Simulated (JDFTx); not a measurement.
## A series of single points on Ni

System: Ni (Fm-3m, 1 atom in the cell).
Method: Kohn-Sham DFT of a periodic cell, LDA, PseudoDojo-SR-LDA-0.4.1-standard, spin-polarised (JDFTx 1.7.0 (patched build)).

The 7 runs differ only in the geometry, by an even scaling of the cell at fixed fractional positions. The structure derives from a Materials Project entry.

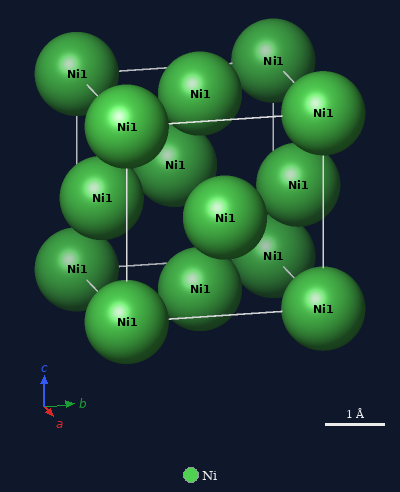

Figure 1. The structure of run 4 (spheres-only view of the cell 4 times as large as that of the calculation, set on its symmetry axes, seen slightly off an axis; atoms are numbered from 1 in the order of the input).

## Input of run 4
```
lattice Face-Centered Cubic 6.5670739299
coords-type Lattice
ion Ni     0.0000000000     0.0000000000     0.0000000000 1

ion-species pseudo/Ni.upf
elec-cutoff 49
elec-ex-corr lda-PW
kpoint-folding 13 13 13
elec-smearing Fermi 0.0018374661
elec-n-bands 15
spintype z-spin
initial-magnetic-moments Ni 1
elec-initial-magnetization 1 no
electronic-SCF nIterations 100 energyDiffThreshold 1e-09
electronic-minimize nIterations 30 energyDiffThreshold 1e-7
forces-output-coords Cartesian

dump-name run.$VAR
dump End Ecomponents EigStats BandEigs Kpoints Forces Stress
```

Command:
```bash
jdftx -c 1 -i Ni.in -o Ni.out
```

Lattice vectors (Å) and fractional positions of run 4:
```
   0.000000    1.737573    1.737573
   1.737573    0.000000    1.737573
   1.737573    1.737573    0.000000
Ni  0.000000  0.000000  0.000000
```

Run 5 has the same physical settings and fractional positions; its lattice vectors (Å) are:
```
   0.000000    1.749080    1.749080
   1.749080    0.000000    1.749080
   1.749080    1.749080    0.000000
```

## Results, with one run withheld

| run | volume per atom (Å³) | free energy per atom, from the lowest run given (meV) | pressure (GPa) |
| --- | --- | --- | --- |
| 1 | 9.862 | 2.31 | 4.55 |
| 2 | 10.072 | 0.00 | −1.00 |
| 3 | 10.282 | 4.54 | −5.91 |
| 4 | 10.492 | 15.13 | −10.26 |
| 5 | 10.702 | ? | ? |
| 6 | 10.912 | 51.76 | −17.49 |
| 7 | 11.122 | 76.62 | −20.49 |

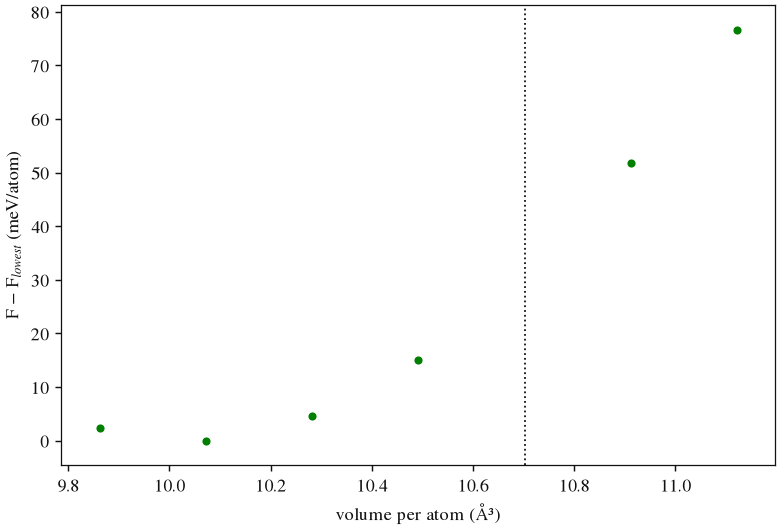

Figure 2. Free energy per atom of the runs given; the dotted line marks run 5.

Estimate the energy of run 5 from the others.

A cubic polynomial in V^(−2/3) (the Birch–Murnaghan form), fitted to the 6 runs given, misses them by under 0.01 meV per atom. With x = V^(−2/3) − 0.20933 Å⁻², it reads F = 12.056 − 4299.8 x + 3.7532e+05 x² + 7.9213e+05 x³ (meV per atom). At run 5 it gives 31.08 meV per atom, and the run itself gives 31.08. The slope of the fit gives a pressure −dF/dV of −14.05 GPa there, and the run prints −14.10 GPa. The two needn't agree exactly: the fit is approximate, and the printed stress is taken on a finite basis. The fit has its minimum at 10.034 Å³ per atom, where V d²F/dV² gives 255 GPa: the bulk modulus at this level, since symmetry fixes the shape and the positions.

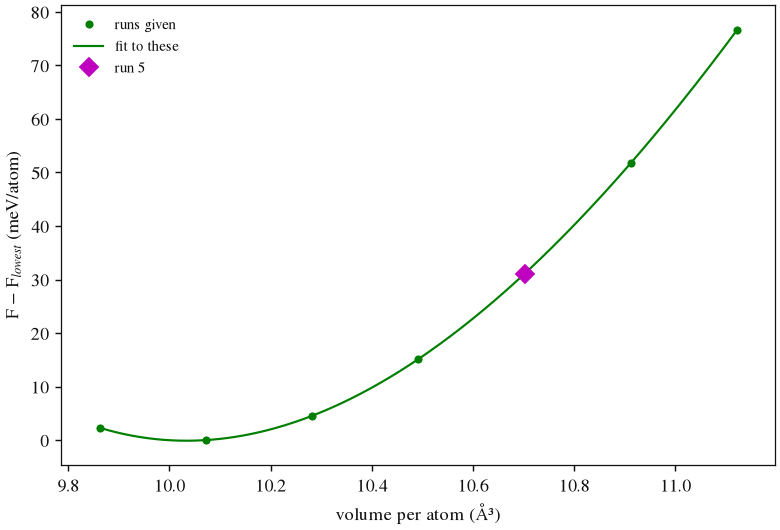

Figure 3. The fit and the withheld run.

## Some lines of the output (run 5)
```
[...]
elec-smearing Fermi 0.00183747
unit cell volume = 72.2197
     Etot =     -164.1904681774717858
        F =     -164.1909717264846620
	HOMO-LUMO gap: +0.000087
	Optical gap  : +0.003227 at state 152 ( [ +0.076923 +0.384615 +0.461538 ] spin -1 )
```
